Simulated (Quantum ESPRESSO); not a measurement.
# GaP (F-43m): modes at Γ and the response to a field, part 2 of 4

Aim: the zone-centre modes of GaP (F-43m).

Quantum ESPRESSO 7.5; DFT LDA, scalar-relativistic, plane waves, GBRV ultrasoft pseudopotentials.

So far, gap on the k-mesh (eV): step 2 (a probe with smearing) 1.49; step 3 (relaxing the cell and atoms) 1.43; step 4 (ground state) 1.43.

## Step 5: Zone-centre response

At q = 0 one unit cell holds all displacements; symmetry groups them into irreducible representations that are solved one by one. The response to a field gives ε∞ and the Born charges, which polar modes need.

File ph.in:

```
phonons
&inputph
   prefix = 'x'
   outdir = './tmp'
   fildyn = 'g.dyn'
   tr2_ph = 1.0d-18
   epsil = .true.
/
0.000000000000 0.000000000000 0.000000000000
```

Command:

```sh
OMP_NUM_THREADS=1 mpirun -n 4 ph.x -nk 4 -in ph.in > ph.out
```

The log of the run:

```text
[banners, grids, parts of the stress and lines that vanish by symmetry left out]
[banner, memory and clock lines left out]
Program PHONON v.7.5

     ./tmp/x.save/

     IMPORTANT: XC functional enforced from input :
     Exchange-correlation= PZ
                           (   1   1   0   0   0   0   0)
     Any further DFT definition will be discarded
     Please, verify this is what you really want

     G-vector sticks info

     Reading collected, re-writing distributed wavefunctions in ./tmp/

     Number and degeneracy of irreps per q-point
       N         xq(1)         xq(2)         xq(3)   N irreps
       1   0.000000000   0.000000000   0.000000000       2
        3   3

     Calculation of q =    0.0000000   0.0000000   0.0000000

     phonons

     bravais-lattice index     =            0
     lattice parameter (alat)  =       7.2002  a.u.
     unit-cell volume          =     263.9505 (a.u.)^3
     number of atoms/cell      =            2
     number of atomic types    =            2
     kinetic-energy cut-off    =      55.0000  Ry
     charge density cut-off    =     440.0000  Ry
     convergence threshold     =      1.0E-18
     beta                      =       0.7000
     number of iterations used =            4
     Exchange-correlation= PZ
                           (   1   1   0   0   0   0   0)

     celldm(1)=    7.20022  celldm(2)=    0.00000  celldm(3)=    0.00000
     celldm(4)=    0.00000  celldm(5)=    0.00000  celldm(6)=    0.00000

     crystal axes: (cart. coord. in units of alat)
               a(1) = ( -0.7071  0.0000  0.7071 )
               a(2) = (  0.0000  0.7071  0.7071 )
               a(3) = ( -0.7071  0.7071  0.0000 )

     reciprocal axes: (cart. coord. in units 2 pi/alat)
               b(1) = ( -0.7071 -0.7071  0.7071 )
               b(2) = (  0.7071  0.7071  0.7071 )
               b(3) = ( -0.7071  0.7071 -0.7071 )

     Atoms inside the unit cell:

     Cartesian axes

     site n.  atom      mass           positions (alat units)
        1  Ga     69.7230   tau(    1) = (    0.00000    0.00000    0.00000  )
        2  P      30.9738   tau(    2) = (   -0.35355    0.35355    0.35355  )

     Computing dynamical matrix for
                    q = (   0.0000000   0.0000000   0.0000000 )

     25 Sym.Ops. (with q -> -q+G )

     G cutoff =  577.8094  (  41049 G-vectors)     FFT grid: ( 50, 50, 50)
     G cutoff =  288.9047  (  14361 G-vectors)  smooth grid: ( 36, 36, 36)
     number of k points=    29
                       cart. coord. in units 2pi/alat
        k(    1) = (   0.0000000   0.0000000   0.0000000), wk =   0.0039062
        k(    2) = (  -0.0883883   0.0883883  -0.0883883), wk =   0.0312500
        k(    3) = (  -0.1767767   0.1767767  -0.1767767), wk =   0.0312500
        [... further k-points left out ...]

     PseudoPot. # 1 for Ga read from file:
     ./pseudo/Ga.upf
     Pseudo is Ultrasoft + core correction, Zval = 19.0
     Using radial grid of  871 points,  6 beta functions with:
                l(1) =   0
                l(2) =   0
                l(3) =   1
                l(4) =   1
                l(5) =   2
                l(6) =   2
     Q(r) pseudized with  8 coefficients,  rinner =    1.250   1.250   1.250
                                                       1.250   1.250

     PseudoPot. # 2 for P  read from file:
     ./pseudo/P.upf
     Pseudo is Ultrasoft + core correction, Zval =  5.0
     Using radial grid of  903 points,  6 beta functions with:
                l(1) =   0
                l(2) =   0
                l(3) =   1
                l(4) =   1
                l(5) =   2
                l(6) =   2
     Q(r) pseudized with  8 coefficients,  rinner =    1.300   1.300   1.300
                                                       1.300   1.300

     Mode symmetry, T_d (-43m)  point group:

     Electric field:
     Dielectric constant
     Born effective charges as d Force / d E

     Atomic displacements:
     There are    2 irreducible representations

     Representation     1      3 modes -  To be done

     Representation     2      3 modes -  To be done

     Alpha used in Ewald sum =   2.8000

     Electric Fields Calculation

      iter #   1   av.it.:   8.9
      thresh= 1.000E-02 alpha_mix =  0.700 |ddv_scf|^2 =  1.154E-07

      iter #   2   av.it.:  20.9
      thresh= 3.396E-05 alpha_mix =  0.700 |ddv_scf|^2 =  7.419E-09

      iter #   3   av.it.:  19.7
      thresh= 8.614E-06 alpha_mix =  0.700 |ddv_scf|^2 =  6.711E-11

      iter #   4   av.it.:  22.1
      thresh= 8.192E-07 alpha_mix =  0.700 |ddv_scf|^2 =  7.389E-13

      iter #   5   av.it.:  19.6
      thresh= 8.596E-08 alpha_mix =  0.700 |ddv_scf|^2 =  2.484E-14

      iter #   6   av.it.:  21.1
      thresh= 1.576E-08 alpha_mix =  0.700 |ddv_scf|^2 =  9.048E-17

      iter #   7   av.it.:  22.3
      thresh= 9.512E-10 alpha_mix =  0.700 |ddv_scf|^2 =  4.348E-18

      iter #   8   av.it.:  22.5
      thresh= 2.085E-10 alpha_mix =  0.700 |ddv_scf|^2 =  1.884E-20

     End of electric fields calculation

          Dielectric constant in cartesian axis

          (      11.555962520      -0.000000000       0.000000000 )
          (      -0.000000000      11.555962520       0.000000000 )
          (      -0.000000000       0.000000000      11.555962520 )

          Effective charges (d Force / dE) in cartesian axis without acoustic sum rule applied (asr)

           atom    1  Ga    Mean Z*:        2.04269
      Ex  (        2.04269        0.00000        0.00000 )
      Ey  (        0.00000        2.04269       -0.00000 )
      Ez  (        0.00000       -0.00000        2.04269 )
           atom    2  P     Mean Z*:       -2.16931
      Ex  (       -2.16931        0.00000       -0.00000 )
      Ey  (        0.00000       -2.16931       -0.00000 )
      Ez  (        0.00000       -0.00000       -2.16931 )

          Effective charges Sum: Mean:       -0.12662
             -0.12662        0.00000        0.00000
              0.00000       -0.12662       -0.00000
              0.00000       -0.00000       -0.12662

          Effective charges (d Force / dE) in cartesian axis with asr applied:
           atom    1  Ga    Mean Z*:        2.10600
      E*x (        2.10600        0.00000        0.00000 )
      E*y (        0.00000        2.10600       -0.00000 )
      E*z (        0.00000       -0.00000        2.10600 )
           atom    2  P     Mean Z*:       -2.10600
      E*x (       -2.10600       -0.00000       -0.00000 )
      E*y (       -0.00000       -2.10600        0.00000 )
      E*z (       -0.00000        0.00000       -2.10600 )

     Representation #   1 modes #   1   2   3

     Self-consistent Calculation

      iter #   1   av.it.:   7.5
      thresh= 1.000E-02 alpha_mix =  0.700 |ddv_scf|^2 =  2.997E-08

      iter #   2   av.it.:  22.1
      thresh= 1.731E-05 alpha_mix =  0.700 |ddv_scf|^2 =  1.914E-09

      iter #   3   av.it.:  21.0
      thresh= 4.375E-06 alpha_mix =  0.700 |ddv_scf|^2 =  4.723E-11

      iter #   4   av.it.:  21.5
      thresh= 6.873E-07 alpha_mix =  0.700 |ddv_scf|^2 =  1.935E-13

      iter #   5   av.it.:  22.8
      thresh= 4.398E-08 alpha_mix =  0.700 |ddv_scf|^2 =  5.957E-15

      iter #   6   av.it.:  22.6
      thresh= 7.718E-09 alpha_mix =  0.700 |ddv_scf|^2 =  2.383E-17

[...]
End of self-consistent calculation

     Convergence has been achieved

     Representation #   2 modes #   4   5   6

     Self-consistent Calculation

[...]
iter #   3   av.it.:  23.4
      thresh= 2.831E-05 alpha_mix =  0.700 |ddv_scf|^2 =  1.959E-09

      iter #   4   av.it.:  24.0
      thresh= 4.426E-06 alpha_mix =  0.700 |ddv_scf|^2 =  6.676E-12

      iter #   5   av.it.:  22.9
      thresh= 2.584E-07 alpha_mix =  0.700 |ddv_scf|^2 =  4.883E-13

      iter #   6   av.it.:  22.4
      thresh= 6.988E-08 alpha_mix =  0.700 |ddv_scf|^2 =  9.627E-15

      iter #   7   av.it.:  23.0
      thresh= 9.812E-09 alpha_mix =  0.700 |ddv_scf|^2 =  3.003E-16

      iter #   8   av.it.:  22.3
      thresh= 1.733E-09 alpha_mix =  0.700 |ddv_scf|^2 =  2.150E-18

      iter #   9   av.it.:  23.7
      thresh= 1.466E-10 alpha_mix =  0.700 |ddv_scf|^2 =  2.316E-20

     End of self-consistent calculation

     Convergence has been achieved

     Number of q in the star =    1
     List of q in the star:
          1   0.000000000   0.000000000   0.000000000

          Dielectric constant in cartesian axis

          (      11.555962520      -0.000000000       0.000000000 )
          (      -0.000000000      11.555962520       0.000000000 )
          (      -0.000000000       0.000000000      11.555962520 )

          Effective charges (d Force / dE) in cartesian axis without acoustic sum rule applied (asr)

           atom    1  Ga    Mean Z*:        2.04269
      Ex  (        2.04269        0.00000        0.00000 )
      Ey  (        0.00000        2.04269       -0.00000 )
      Ez  (        0.00000       -0.00000        2.04269 )
           atom    2  P     Mean Z*:       -2.16931
      Ex  (       -2.16931        0.00000       -0.00000 )
      Ey  (        0.00000       -2.16931       -0.00000 )
      Ez  (        0.00000       -0.00000       -2.16931 )

          Effective charges Sum: Mean:       -0.12662
             -0.12662        0.00000        0.00000
              0.00000       -0.12662       -0.00000
              0.00000       -0.00000       -0.12662

          Effective charges (d Force / dE) in cartesian axis with asr applied:
           atom    1  Ga    Mean Z*:        2.10600
      E*x (        2.10600        0.00000        0.00000 )
      E*y (        0.00000        2.10600       -0.00000 )
      E*z (        0.00000       -0.00000        2.10600 )
           atom    2  P     Mean Z*:       -2.10600
      E*x (       -2.10600       -0.00000       -0.00000 )
      E*y (       -0.00000       -2.10600        0.00000 )
      E*z (       -0.00000        0.00000       -2.10600 )

     Diagonalizing the dynamical matrix

     q = (    0.000000000   0.000000000   0.000000000 )

 **************************************************************************
     freq (    1) =      -0.183482 [THz] =      -6.120285 [cm-1]
     freq (    2) =      -0.183482 [THz] =      -6.120285 [cm-1]
     freq (    3) =      -0.183482 [THz] =      -6.120285 [cm-1]
     freq (    4) =      10.966544 [THz] =     365.804537 [cm-1]
     freq (    5) =      10.966544 [THz] =     365.804537 [cm-1]
     freq (    6) =      10.966544 [THz] =     365.804537 [cm-1]
 **************************************************************************

     Mode symmetry, T_d (-43m)  point group:

     freq (   1-   3) =         -6.1  [cm-1]   --> T_2  G_15 P_4   I+R
     freq (   4-   6) =        365.8  [cm-1]   --> T_2  G_15 P_4   I+R
```

Wall time 2.3 min (4 MPI ranks of Intel Xeon Platinum 8375C at 2.90GHz (Ice Lake), shared host).

Read from the output:

| Property | Result |
| --- | --- |
| miss of the charge sum rule | 0.1266 e |
| largest acoustic frequency at the zone centre before the sum rule | -6.12 cm⁻¹ |
| highest optical zone-centre mode (no LO-TO term) | 365.8 cm⁻¹ |
| lowest optical zone-centre mode | 365.8 cm⁻¹ |
| mean high-frequency dielectric constant | 11.56 |
| largest Born charge in size (third of the trace) | 2.169 e |

Born charge (rows field, columns displacement), before the sum rule (e), principal values of the symmetric part by kind of site:

| atom | atoms with these values | low | middle | high | mean |
| --- | --- | --- | --- | --- | --- |
| Ga1 | 1 | 2.04 | 2.04 | 2.04 | 2.04 |
| P2 | 1 | -2.17 | -2.17 | -2.17 | -2.17 |

In full for P2:

```
-2.17  0.00  0.00
 0.00 -2.17  0.00
 0.00  0.00 -2.17
```

High-frequency dielectric tensor:

```
11.56  0.00  0.00
 0.00 11.56  0.00
 0.00  0.00 11.56
```

The acoustic modes at Γ come out as far as 6.1 cm⁻¹ from zero, where they should vanish, a small numerical error; the Born charges miss their sum rule by 0.13 e, too much: mesh or cutoff is short for the field response.

## Step 6: Modes with the sum rule

A rigid shift of the crystal must cost nothing, but grids and finite bases break this; the acoustic sum rule is imposed before the matrix is diagonalised again. With Born charges the intensities follow, and the static dielectric tensor.

File dynmat.in:

```
&input
   fildyn = 'g.dyn'
   asr = 'simple'
   fileig = 'dynmat.eig'
   lperm = .true.
/
```

Command:

```sh
dynmat.x -in dynmat.in > dynmat.out
```

The log of the run:

```text
[banner, memory and clock lines left out]
Program DYNMAT v.7.5

     Reading Dynamical Matrix from file g.dyn
     ...Force constants read
     ...epsilon and Z* read
     A direction for q was not specified:TO-LO splitting will be absent

     Polarizability (A^3 units)
     multiply by 0.221305 for Clausius-Mossotti correction
        32.855936   -0.000000   -0.000000
        -0.000000   32.855936    0.000000
         0.000000    0.000000   32.855936

     IR activities are in (D/A)^2/amu units

# mode   [cm-1]    [THz]      IR
    1     -0.00   -0.0000    0.0000
    2     -0.00   -0.0000    0.0000
    3      0.00    0.0000    0.0000
    4    365.87   10.9684    4.7712
    5    365.87   10.9684    4.7712
    6    365.87   10.9684    4.7712

Electronic dielectric permittivity tensor (relative, adimensional)
        11.555963   -0.000000   -0.000000
        -0.000000   11.555963    0.000000
         0.000000    0.000000   11.555963

 ... with zone-center polar mode contributions
        13.499568    0.000000   -0.000000
         0.000000   13.499568   -0.000000
        -0.000000   -0.000000   13.499568
```

Wall time 0.56 s (1 thread).

Numbers from this step:

```yaml
highest_optical_zone_centre_mode_no_lo_to_term: 365.9 cm⁻¹
lowest_optical_zone_centre_mode: 365.9 cm⁻¹
mean_static_dielectric_constant: 13.50
```

Unit eigenvectors of the mass-weighted matrix after the sum rule; no LO-TO term. The modes at Γ (shares of kinetic energy by element, %):

| mode | frequency (cm⁻¹) | symmetry | Ga % | P % |
| --- | --- | --- | --- | --- |
| 1 | 0.0 | acoustic | 69 | 31 |
| 2 | 0.0 | acoustic | 69 | 31 |
| 3 | 0.0 | acoustic | 69 | 31 |
| 4 | 365.9 | T2 | 31 | 69 |
| 5 | 365.9 | T2 | 31 | 69 |
| 6 | 365.9 | T2 | 31 | 69 |

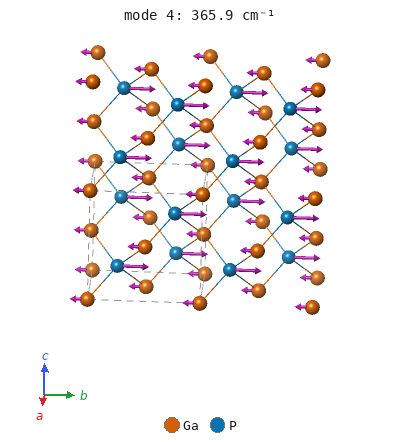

Displacement patterns of mode 4 at Γ; arrows are exaggerated. Bonds to atoms that aren't drawn are left out. 1×2×2 conventional cells are drawn. Some periodic images of atoms are drawn too.

Degenerate modes summed, no LO-TO term. Lines of the infrared spectrum (strongest = 100):

| position (cm⁻¹) | lines merged | label | IR intensity, relative |
| --- | --- | --- | --- |
| 366 | 3 | T2 | 100 |

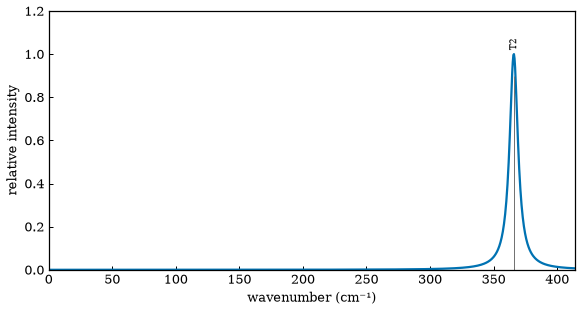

The infrared spectrum, broadened with Lorentzians of width 8 cm⁻¹; bars mark the lines.

Static dielectric tensor (ions relaxed, fixed cell):

```
13.50  0.00  0.00
 0.00 13.50  0.00
 0.00  0.00 13.50
```

The rule moves no optical mode by more than 0.1 cm⁻¹.

## Step 7: Modes along a direction of q (1 0 0)

A longitudinal polar mode sets up a macroscopic field that stiffens it; the term hangs on the direction from which q goes to zero.

File dynmat.in:

```
&input
   fildyn = 'g.dyn'
   asr = 'simple'
   fileig = 'dynmat.eig'
   q(1) = 1.0
   q(2) = 0.0
   q(3) = 0.0
/
```

Command:

```sh
dynmat.x -in dynmat.in > dynmat.out
```

The log of the run:

```text
[banner, memory and clock lines left out]
Program DYNMAT v.7.5

     Reading Dynamical Matrix from file g.dyn
     ...Force constants read
     ...epsilon and Z* read

     Polarizability (A^3 units)
     multiply by 0.221305 for Clausius-Mossotti correction
        32.855936   -0.000000   -0.000000
        -0.000000   32.855936    0.000000
         0.000000    0.000000   32.855936

     IR activities are in (D/A)^2/amu units

# mode   [cm-1]    [THz]      IR
    1     -0.00   -0.0000    0.0000
    2     -0.00   -0.0000    0.0000
    3     -0.00   -0.0000    0.0000
    4    365.87   10.9684    4.7712
    5    365.87   10.9684    4.7712
    6    395.44   11.8550    4.7712
```

The job ended after 0.56 s (1 thread).

Numbers from this step:

* highest mode moved by the LO-TO term: 395.4 cm⁻¹

Zone-centre frequencies as printed; negative means imaginary. Modes:

| mode | frequency (cm⁻¹) |
| --- | --- |
| 1 | 0 |
| 2 | 0 |
| 3 | 0 |
| 4 | 365.9 |
| 5 | 365.9 |
| 6 | 395.4 |

The field moves one mode, from 366 to 395 cm⁻¹; the others stay.

## Step 8: Self-consistent run for the response, volume × 0.94

Bonds stiffen under compression, so frequencies follow the volume; the atoms are not relaxed anew.

File scf.in:

```
&control
   calculation = 'scf'
   prefix = 'x'
   outdir = './tmp'
   pseudo_dir = './pseudo'
   tprnfor = .true.
   tstress = .true.
/
&system
   ibrav = 0
   nat = 2
   ntyp = 2
   ecutwfc = 55.0
   ecutrho = 440.0
   occupations = 'fixed'
   nbnd = 14
/
&electrons
   conv_thr = 1.0d-12
   mixing_beta = 0.7
   electron_maxstep = 100
/
ATOMIC_SPECIES
 Ga     69.7230  Ga.upf
 P      30.9738  P.upf
CELL_PARAMETERS angstrom
    -2.639213784    0.000000000    2.639213784
     0.000000000    2.639213784    2.639213784
    -2.639213784    2.639213784    0.000000000
ATOMIC_POSITIONS crystal
 Ga     0.000000000   0.000000000   0.000000000
 P      0.250000000   0.250000000   0.250000000
K_POINTS automatic
 8 8 8 0 0 0
```

Command:

```sh
OMP_NUM_THREADS=1 mpirun -n 4 pw.x -nk 4 -in scf.in > scf.out
```

The log of the run:

```text
[banners, grids, parts of the stress and lines that vanish by symmetry left out]
[banner, memory and clock lines left out]
Program PWSCF v.7.5

[...]
kinetic-energy cutoff     =      55.0000  Ry
     charge density cutoff     =     440.0000  Ry
     scf convergence threshold =      1.0E-12
[...]
Exchange-correlation=  SLA  PZ   NOGX NOGC
                           (   1   1   0   0   0   0   0)
[...]
24 Sym. Ops. (no inversion) found
[...]
number of k points=    29
[...]
End of self-consistent calculation
[...]
highest occupied, lowest unoccupied level (ev):     8.8227   10.1153
!    total energy              =    -430.59259854 Ry
[...]
convergence has been achieved in  14 iterations
[...]
atom    1 type  1   force =    -0.00000000   -0.00000000    0.00000000
     atom    2 type  2   force =    -0.00000000   -0.00000000    0.00000000
     Total force =     0.000000     Total SCF correction =     0.000000
[...]
total   stress  (Ry/bohr**3)                   (kbar)     P=       66.58
[...]
XML data file, charge density, pseudopotentials, collected wavefunctions
```

Run time: 9 s. Hardware: 4 MPI ranks; 35 s of CPU time.

Read from the output:

- volume per atom: 18.38 Å³
- pressure: 6.658 GPa
- gap on the k-mesh: 1.293 eV

(Continued in part 3 of 4.)

[Host names and launcher messages were left out of these logs when they were recorded.]

[Logs are printed without paths, hosts, clocks, repeated set-up lines and the standing remarks that a program may print on its own settings, such as how far it seeks lower states.]

[Hosts, paths, dates, database ids (printed as entryN), source tags and the programs' standing remarks are cut or masked in the printed files.]
